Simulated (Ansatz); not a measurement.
```
Ti Co
1.0
     2.98611    0.00000    0.00000
     0.00000    2.98611    0.00000
     0.00000    0.00000    2.98611
Ti Co
1 1
Cartesian
  0.0000 0.0000 0.0000
  1.4931 1.4931 1.4931
```

Space group Pm-3m; a structure from a database of computed crystals, not necessarily the ambient phase; computed pressure about −3 GPa in this cell; computed without spin polarisation.

All numbers below come from Ansatz 0.2.0, DFT, PBE, PAW with Ansatz's default frozen-core files, scalar-relativistic.

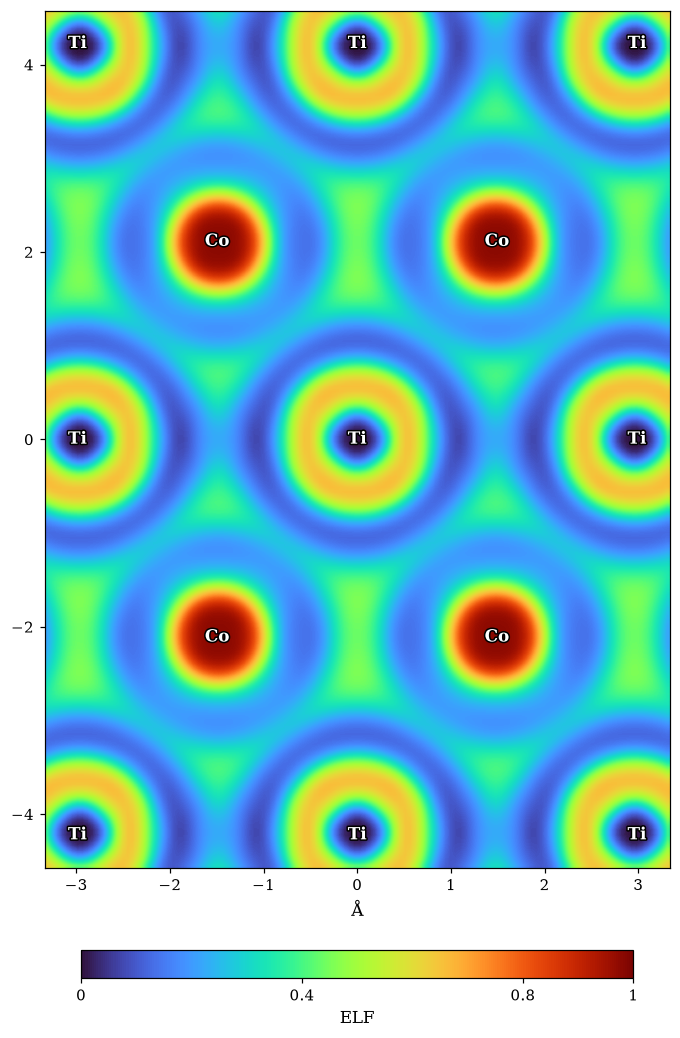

TiCo. Electron localisation function on the (101) plane of the conventional cell.

Core electrons are frozen (PAW), and the valence fields are smoothed inside the atomic spheres.

> Interpret the plot.

- The section cuts through Ti and Co sites.
- Ti–Co (2.59 Å): the ELF is about 0.25 at the midpoint (no localised pair shows between them).
- The features right at Ti and Co lie inside the PAW spheres, where the map follows smoothed inner orbitals and isn't to be read closely.

> Metal or insulator at this level of theory?

It is gapless in this calculation (a metal or semimetal).
